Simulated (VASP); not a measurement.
# GaN with LDA: from relaxation to properties

What structure and properties does LDA give GaN, and how near are they to the measured ones? The steps: full relaxation (LDA), second relaxation, single point with fields (LDA), bands along the symmetry lines (LDA), total and projected DOS (LDA), vibrations at Γ (LDA), independent-particle dielectric function (LDA), bands along the symmetry lines (LDA + SOC), band structure (HSE06) and band structure (TB-mBJ). The start is a cell from a database of measured crystal structures.

Main program and level: VASP 6.6.1; LDA; plane waves and PAW (Ga_d, N), in the first sound run; inputs show where later runs differ.

Experimental background.

“Vacancy defect in bulk and at (10overline10) surface of GaN: A combined first-principles theoretical and experimental analysis” (2017, arxiv:1710.05670) quotes from earlier work for GaN, wurtzite (bulk w-GaN, literature): lattice constant a (a, Expt. column of Table I) 3.189 Å; lattice constant c (c, Expt. column of Table I) 5.186 Å.

For GaN, wurtzite (bulk crystal), “Studying electronic properties in GaN without electrical contacts using γ-γ vs e−-γ Perturbed Angular Correlations” (2019, pmc:6823545) quotes earlier work: band gap (direct gap at Gamma, earlier experiment) 3.503 ± 0.005 eV [Cited literature value; temperature and sample not stated].

For GaN, wurtzite (literature value used as model input), “Temperature dependent photon emission spectra of free excitons in phonon field of GaN” (2005, arxiv:cond-mat/0501724) quotes earlier work: static dielectric constant (low-frequency dielectric constant, quoted measured value) 8.9 [literature value used as a model input; the paper later calls it measured; direction and …].

For GaN, wurtzite ((0001) GaN substrate, no acoustic wave, 300 K), “Optical phonon modulation in semiconductors by surface acoustic waves” (2016, arxiv:1601.01883) gives, by Raman backscattering, 473 nm excitation: Raman mode (E2(high)) 570 cm⁻¹.

The database entry behind the starting cell differs from later determinations by our own check (about 0.3 % short, ideal inner coordinate), so it need not match the best structure at ambient conditions.

## 1. Starting point

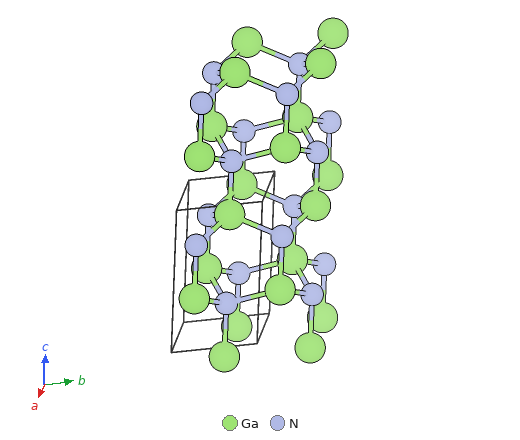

Start, viewed slightly off an axis; gallium green, nitrogen light blue. 2×2×2 cells are drawn. Some periodic images of atoms are drawn too.

Structure file:

```cif
data_structure
_symmetry_space_group_name_H-M 'P 1'
_symmetry_Int_Tables_number 1
_cell_length_a 3.1800
_cell_length_b 3.1800
_cell_length_c 5.1660
_cell_angle_alpha 90.000
_cell_angle_beta 90.000
_cell_angle_gamma 120.000
_cell_volume 45.24
loop_
_atom_site_label
_atom_site_type_symbol
_atom_site_fract_x
_atom_site_fract_y
_atom_site_fract_z
_atom_site_occupancy
Ga1 Ga 0.33333 0.66667 0.00000 1
Ga2 Ga 0.66667 0.33333 0.50000 1
N3 N 0.33333 0.66667 0.37500 1
N4 N 0.66667 0.33333 0.87500 1
```

## 2. Full relaxation (LDA)

The start need not lie at this functional's minimum. ISIF = 3 frees volume, shape and positions, and EDIFFG sets the threshold on forces and stress at which the search stops. LDA, the lowest rung, knows the local density alone.

INCAR

```
SYSTEM = GaN
PREC = Accurate
ENCUT = 520
EDIFF = 1E-06
NELM = 100
ISMEAR = 0
SIGMA = 0.05
LREAL = .FALSE.
ALGO = Normal
GGA = CA
NBANDS = 24
LORBIT = 11
LWAVE = .FALSE.
LCHARG = .FALSE.
KPAR = 4
IBRION = 2
NSW = 60
ISIF = 3
EDIFFG = -0.01
```

POSCAR

```
GaN
1.0
    3.1800000000      0.0000000000      0.0000000000
   -1.5900000000      2.7539607840      0.0000000000
    0.0000000000      0.0000000000      5.1660000000
Ga N
2 2
Direct
    0.3333333333      0.6666666667      0.0000000000
    0.6666666667      0.3333333333      0.5000000000
    0.3333333333      0.6666666667      0.3750000000
    0.6666666667      0.3333333333      0.8750000000
```

KPOINTS

```
Automatic mesh
0
Gamma
10 10 5
0 0 0
```

Potentials, in the order of the species: Ga_d and N (LDA family, release 64).

Started as:

```
> mpirun -np 4 vasp_std
```

What it wrote:

```text
[banner, memory and clock lines left out]
running    4 mpi-ranks, on    1 nodes
 distrk:  each k-point on    1 cores,    4 groups
 distr:  one band on    1 cores,    1 groups

 POSCAR found type information on POSCAR GaN
 POSCAR found :  2 types and       4 ions
 LDA part: xc-table for (Slater(with rela. corr.)+CA(PZ))
 , standard interpolation
 POSCAR, INCAR and KPOINTS ok, starting setup
 FFT: planning ... GRIDC
 FFT: planning ... GRID_SOFT
 FFT: planning ... GRID
 WAVECAR not read
 entering main loop
       N       E                     dE             d eps       ncg     rms          rms(c)
DAV:   1     0.268472516482E+03    0.26847E+03   -0.18164E+04  2168   0.280E+03
DAV:   2     0.330934692527E+00   -0.26814E+03   -0.25662E+03  2288   0.513E+02
DAV:   3    -0.310454090777E+02   -0.31376E+02   -0.31122E+02  2376   0.141E+02
DAV:   4    -0.319622502921E+02   -0.91684E+00   -0.91494E+00  2536   0.271E+01
DAV:   5    -0.319796927973E+02   -0.17443E-01   -0.17428E-01  2456   0.327E+00    0.107E+01
DAV:   6    -0.279271724397E+02    0.40525E+01   -0.12859E+01  3480   0.541E+01    0.314E+00
DAV:   7    -0.279611974935E+02   -0.34025E-01   -0.13380E+00  2224   0.900E+00    0.258E+00
DAV:   8    -0.279232548875E+02    0.37943E-01   -0.28672E-01  3400   0.600E+00    0.113E+00
DAV:   9    -0.279003344002E+02    0.22920E-01   -0.82822E-02  3376   0.450E+00    0.341E-01
DAV:  10    -0.279010700088E+02   -0.73561E-03   -0.58418E-03  2240   0.584E-01    0.137E-01
DAV:  11    -0.279008537748E+02    0.21623E-03   -0.13080E-03  3192   0.659E-01    0.516E-02
DAV:  12    -0.279008690616E+02   -0.15287E-04   -0.13677E-04  2192   0.769E-02    0.663E-02
DAV:  13    -0.279008662909E+02    0.27707E-05   -0.20210E-06  2328   0.174E-02    0.643E-02
DAV:  14    -0.279008545997E+02    0.11691E-04   -0.10626E-05  2472   0.383E-02    0.399E-02
DAV:  15    -0.279008525877E+02    0.20120E-05   -0.32200E-06  1824   0.131E-02    0.310E-02
DAV:  16    -0.279008498160E+02    0.27717E-05   -0.28778E-06  2200   0.172E-02    0.201E-02
DAV:  17    -0.279008484571E+02    0.13589E-05   -0.35613E-06  2120   0.197E-02    0.507E-03
DAV:  18    -0.279008485317E+02   -0.74582E-07   -0.12282E-06  1440   0.683E-03
   1 F= -.27900849E+02 E0= -.27900849E+02  d E =-.279008E+02
 curvature:   0.00 expect dE= 0.000E+00 dE for cont linesearch  0.000E+00
 trial: gam= 0.00000 g(F)=  0.315E-02 g(S)=  0.366E-01 ort = 0.000E+00 (trialstep = 0.100E+01)
 search vector abs. value=  0.397E-01
 bond charge predicted
       N       E                     dE             d eps       ncg     rms          rms(c)
DAV:   1    -0.282578442034E+02   -0.35700E+00   -0.57592E+00  2592   0.485E+01    0.374E+00
DAV:   2    -0.279834201091E+02    0.27442E+00   -0.79721E-01  2552   0.209E+01    0.172E+00
DAV:   3    -0.279079965814E+02    0.75424E-01   -0.14553E-01  3304   0.777E+00    0.398E-01
DAV:   4    -0.279048898087E+02    0.31068E-02   -0.30808E-02  2040   0.140E+00    0.262E-01
DAV:   5    -0.279012392546E+02    0.36506E-02   -0.33302E-03  3328   0.607E-01    0.541E-02
DAV:   6    -0.279010896915E+02    0.14956E-03   -0.62037E-04  2296   0.343E-01    0.369E-02
DAV:   7    -0.279010864749E+02    0.32166E-05   -0.42939E-05  2944   0.506E-02    0.201E-02
DAV:   8    -0.279010834841E+02    0.29908E-05   -0.90245E-06  2104   0.307E-02    0.580E-03
DAV:   9    -0.279010833790E+02    0.10511E-06   -0.70433E-07  1224   0.176E-02
   2 F= -.27901083E+02 E0= -.27901083E+02  d E =-.234847E-03
 trial-energy change:   -0.000235  1 .order    0.000748   -0.039726    0.041223
 step:   0.5090(harm=  0.4908)  dis= 0.00314  next Energy=   -27.911088 (dE=-0.102E-01)
 bond charge predicted
       N       E                     dE             d eps       ncg     rms          rms(c)
DAV:   1    -0.279943398054E+02   -0.93256E-01   -0.14312E+00  2520   0.254E+01    0.179E+00
DAV:   2    -0.279319026616E+02    0.62437E-01   -0.19370E-01  2664   0.100E+01    0.858E-01
DAV:   3    -0.279126279031E+02    0.19275E-01   -0.37422E-02  3200   0.431E+00    0.180E-01
DAV:   4    -0.279120952644E+02    0.53264E-03   -0.89491E-03  2048   0.735E-01    0.141E-01
DAV:   5    -0.279113991724E+02    0.69609E-03   -0.47745E-04  3160   0.216E-01    0.714E-02
DAV:   6    -0.279111541826E+02    0.24499E-03   -0.26166E-04  2528   0.236E-01    0.140E-02
DAV:   7    -0.279111526006E+02    0.15820E-05   -0.17435E-05  2784   0.570E-02    0.373E-03
DAV:   8    -0.279111526158E+02   -0.15225E-07   -0.23713E-06  1968   0.172E-02
   3 F= -.27911153E+02 E0= -.27911153E+02  d E =-.103041E-01
 curvature:  -0.25 expect dE=-0.576E-05 dE for cont linesearch -0.821E-07
 trial: gam= 0.00349 g(F)=  0.191E-04 g(S)=  0.437E-05 ort =-0.115E-03 (trialstep = 0.902E+00)
 search vector abs. value=  0.232E-04
 reached required accuracy - stopping structural energy minimisation
```

The job ended after 52 s (4 MPI ranks of AMD EPYC 7R43, shared host; peak memory 0.55 GiB; 3 min of CPU time).

Lines that name or quote the potential files are left out of all logs, and their timing lines are given in words.

OUTCAR, selected parts (step 2):

```text
ion  position               nearest neighbor table
   1  0.333  0.667  0.000-   3 1.94   4 1.95   4 1.95   4 1.95
   2  0.667  0.333  0.500-   4 1.94   3 1.95   3 1.95   3 1.95
   3  0.333  0.667  0.375-   1 1.94   2 1.95   2 1.95   2 1.95
   4  0.667  0.333  0.875-   2 1.94   1 1.95   1 1.95   1 1.95

  LATTYP: Found a hexagonal cell.
 ALAT       =     3.1800000000
 C/A-ratio  =     1.6245283019

 Subroutine GETGRP returns: Found 12 space group operations
 (whereof  6 operations were pure point group operations)

The static configuration has the point symmetry C_3v.
 The point group associated with its full space group is C_6v.

 Found     42 irreducible k-points:

   k-points           NKPTS =     42   k-points in BZ     NKDIM =     42   number of bands    NBANDS=     24

   dimension x,y,z NGX =    24 NGY =   24 NGZ =   40
   dimension x,y,z NGXF=    48 NGYF=   48 NGZF=   80

   ENCUT  =  520.0 eV  38.22 Ry    6.18 a.u.   5.91  5.91  9.61*2*pi/ulx,y,z

   NELECT =      36.0000    total number of electrons

 k-points in reciprocal lattice and weights: Automatic mesh
   0.00000000  0.00000000  0.00000000       0.002
   0.10000000  0.00000000  0.00000000       0.012
   0.20000000  0.00000000  0.00000000       0.012
   0.30000000  0.00000000  0.00000000       0.012
   0.40000000 -0.00000000  0.00000000       0.012
   0.50000000  0.00000000  0.00000000       0.006
   0.10000000  0.10000000  0.00000000       0.012
   0.20000000  0.10000000  0.00000000       0.024
   0.30000000  0.10000000  0.00000000       0.024
[...]
0.40000000  0.20000000  0.40000000       0.024
   0.30000000  0.30000000  0.40000000       0.024

 average (electrostatic) potential at core
       1 -64.4159       2 -64.4159       3 -61.6759       4 -61.6759

 E-fermi :   5.6676

 k-point     1 :       0.0000    0.0000    0.0000
  band No.  band energies     occupation
    ...
     14       4.3035      2.00000
     15       4.3035      2.00000
     16       5.3239      2.00000
     17       5.3809      2.00000
     18       5.3810      2.00000
     19       7.4880      0.00000
     20       9.7314      0.00000
     21      14.5628      0.00000
     22      15.2528      0.00000
     23      15.2528      0.00000
    ...

 k-point     2 :       0.1000    0.0000    0.0000
  band No.  band energies     occupation
    ...
     14       3.5663      2.00000
     15       4.0879      2.00000
     16       4.5700      2.00000
     17       5.2210      2.00000
     18       5.2875      2.00000
     19       8.2114      0.00000
     20      10.3329      0.00000
     21      14.2350      0.00000
     22      14.6322      0.00000
     23      15.5156      0.00000
    ...

 k-point     3 :       0.2000    0.0000    0.0000
  band No.  band energies     occupation
    ...
     14       2.0293      2.00000
     15       3.1990      2.00000
     16       3.5874      2.00000
     17       4.8873      2.00000
     18       5.0260      2.00000
     19       9.3010      0.00000
     20      11.2449      0.00000
     21      13.1380      0.00000
     22      14.1030      0.00000
     23      15.6390      0.00000
    ...

  Total        0.0096766      0.0096766      0.0132219      0.0000000      0.0000000      0.0000000
  in kB        0.3488346      0.3488346      0.4766417      0.0000000      0.0000000      0.0000000
  external PRESSURE =       0.3914370 kB  Pullay stress =       0.0000000 kB

  energy-cutoff  :      520.00
  volume of cell :       44.44
      direct lattice vectors                 reciprocal lattice vectors
     3.157209637  0.000000000 -0.000000000     0.316735382  0.182867258  0.000000000
    -1.578604819  2.734223751  0.000000000    -0.000000000  0.365734516 -0.000000000
    -0.000000000  0.000000000  5.148446360     0.000000000  0.000000000  0.194233353

 POSITION                                       TOTAL-FORCE (eV/Angst)
 -----------------------------------------------------------------------------------
     -0.00000      1.82282      5.14534         0.000000     -0.000000     -0.009954
      1.57860      0.91141      2.57112         0.000000     -0.000000     -0.009954
     -0.00000      1.82282      1.93377        -0.000000      0.000000      0.009954
      1.57860      0.91141      4.50800        -0.000000      0.000000      0.009954
 -----------------------------------------------------------------------------------
    total drift:                               -0.000001     -0.000001      0.001128

  FREE ENERGIE OF THE ION-ELECTRON SYSTEM (eV)
  ---------------------------------------------------
  free  energy   TOTEN  =       -27.9111526158 eV

  energy  without entropy=      -27.9111526158  energy(sigma->0) =      -27.91115262

 reached required accuracy - stopping structural energy minimisation

 total charge
# of ion       s       p       d       tot
------------------------------------------
    1        0.801   0.942  10.195  11.939
    2        0.801   0.942  10.195  11.939
    3        1.208   2.511   0.000   3.719
    4        1.208   2.511   0.000   3.719
--------------------------------------------------
tot          4.019   6.907  20.390  31.316

[... 3 further parts left out ...]
```

CONTCAR:

```
GaN
   1.00000000000000
     3.1572096374587169    0.0000000000000000   -0.0000000000000000
    -1.5786048187293584    2.7342237510785337    0.0000000000000000
    -0.0000000000000000    0.0000000000000000    5.1484463603047805
  Ga              N
     2     2
Direct
     0.3333333332999970    0.6666666667000030    0.9993965707248065
     0.6666666667000030    0.3333333332999970    0.4993965707248064
     0.3333333332999970    0.6666666667000030    0.3756034292751936
     0.6666666667000030    0.3333333332999970    0.8756034292751935
```

The gap is read on the k-mesh alone, so it is an upper bound where the band edges lie off the mesh. The run keeps the 12 symmetry operations of its start, so it cannot find a distortion of lower symmetry.

Step by step:

```
step  energy less that of the first step (eV)  largest force (eV/Å)  pressure (GPa)  volume (Å³)
   1                                   0.0000                0.1278           -3.41        45.24
   2                                  -0.0002                0.1148            3.71        43.68
   3                                  -0.0103                0.0100            0.04        44.44
```

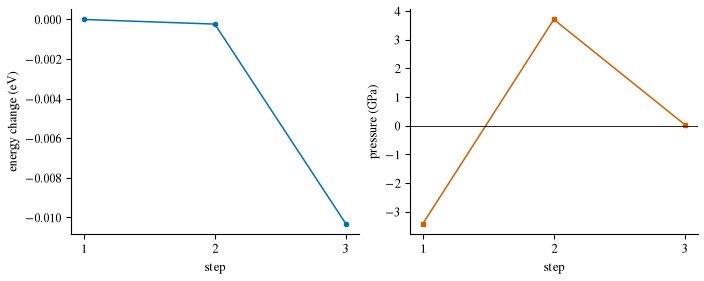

Energy and pressure along the relaxation.

```
conventional cell, symmetrised  before  after  change
                         a (Å)   3.180  3.157  -0.7 %
                         b (Å)   3.180  3.157  -0.7 %
                         c (Å)   5.166  5.148  -0.3 %
              volume (Å³/atom)   11.31  11.11  -1.8 %
```

The relaxed structure:

```xyz
4
Lattice="3.1572 0.0000 0.0000 -1.5786 2.7342 0.0000 0.0000 0.0000 5.1484" Properties=species:S:1:pos:R:3 pbc="T T T"
Ga    0.0000    1.8228   -0.0031
Ga    1.5786    0.9114    2.5711
N     0.0000    1.8228    1.9338
N     1.5786    0.9114    4.5080
```

Numbers from this step:

```
electrons                       : 36
bands                           : 24
irreducible k-points            : 42
symmetry operations             : 12
free energy (TOTEN)             : -27.91 eV
Fermi energy                    : 5.668 eV
pressure                        : 0.03914 GPa
metallic                        : no
valence top at k                : 0, 0, 0
conduction bottom at k          : 0, 0, 0
least direct gap at k           : 0, 0, 0
SCF cycles over all ionic steps : 35
gap on the k-mesh               : 2.107 eV
least direct gap on the k-mesh  : 2.107 eV
```

It ends with a largest force of 0.010 eV/Å and a pressure of 0.04 GPa. The volume lies -1.8 % from that of the database's start, which holds the thermal and zero-point expansion of its experiment.

(Continued in part 2 of 6.)

[Lines on the potential files, build, host, timing and source positions are cut from VASP's logs without a mark.]

[Logs are printed without paths, hosts, clocks, repeated set-up lines and the standing remarks that a program may print on its own settings, such as how far it seeks lower states.]

[Hosts, paths, dates, database ids (printed as entryN), source tags and the programs' standing remarks are cut or masked in the printed files.]

[A measured line is paired with the nearest computed mode of its activity, which favours agreement.]
